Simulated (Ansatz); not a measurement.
Structure (in its standard cell), coordinates from a relaxation with DFT PBE, scalar-relativistic, plane waves, PAW in Ansatz; the starting structure was generated, so it need not be a known form of this composition:

```
Ta
1.0
     3.12781    0.00000    0.00000
     0.00000    4.80903    0.00000
     0.00000    0.00000   10.16936
Ta
8
Direct
  0.50000 0.00000 0.36483
  0.00000 0.00000 0.13517
  0.50000 0.50000 0.86483
  0.00000 0.50000 0.63517
  0.00000 0.00000 0.86483
  0.50000 0.00000 0.63517
  0.00000 0.50000 0.36483
  0.50000 0.50000 0.13517
```

### Predict the [010] zone-axis pattern (120 kV, kinematic, B = 0.5 Å²).

The spots form a rectangular net whose two shortest vectors correspond to d = 5.08 Å and 1.56 Å, 90.0° apart. They are 0 0 2 and 2 0 0. The pattern has symmetry 2mm. The lattice centring (F) removes all reflections that break h + k = 2n, h + l = 2n.

Strongest reflections with d > 0.80 Å, one of each family (|F|² from tabulated Gaussian fits of the electron scattering factors, times a small damping for the curvature of the Ewald sphere):

```json
{"hkl": "0 0 4", "d (Å)": "2.542", "I (strongest = 100)": "100"}
{"hkl": "2 0 0", "d (Å)": "1.564", "I (strongest = 100)": "44"}
{"hkl": "2 0 4", "d (Å)": "1.332", "I (strongest = 100)": "29"}
{"hkl": "0 0 8", "d (Å)": "1.271", "I (strongest = 100)": "21"}
{"hkl": "2 0 8", "d (Å)": "0.986", "I (strongest = 100)": "11"}
{"hkl": "0 0 6", "d (Å)": "1.695", "I (strongest = 100)": "7"}
```

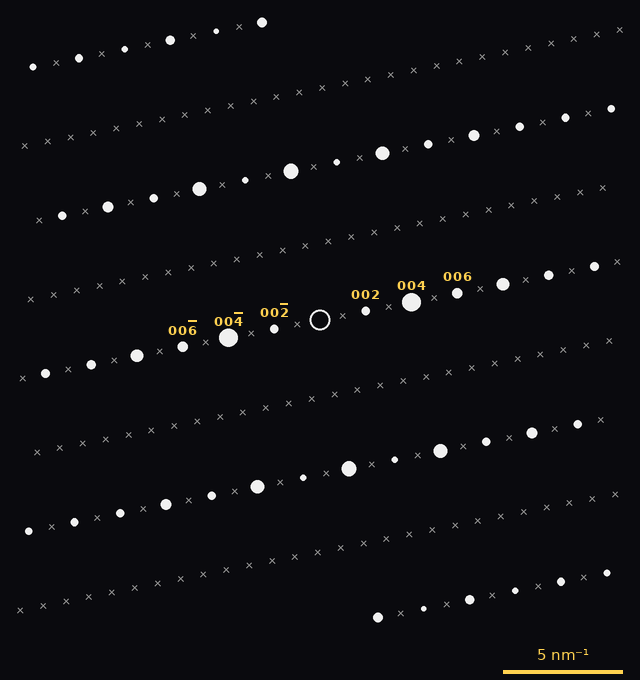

Calculated pattern, seen from the source side with [010] pointing towards the source; crosses mark the places of extinct reflections.
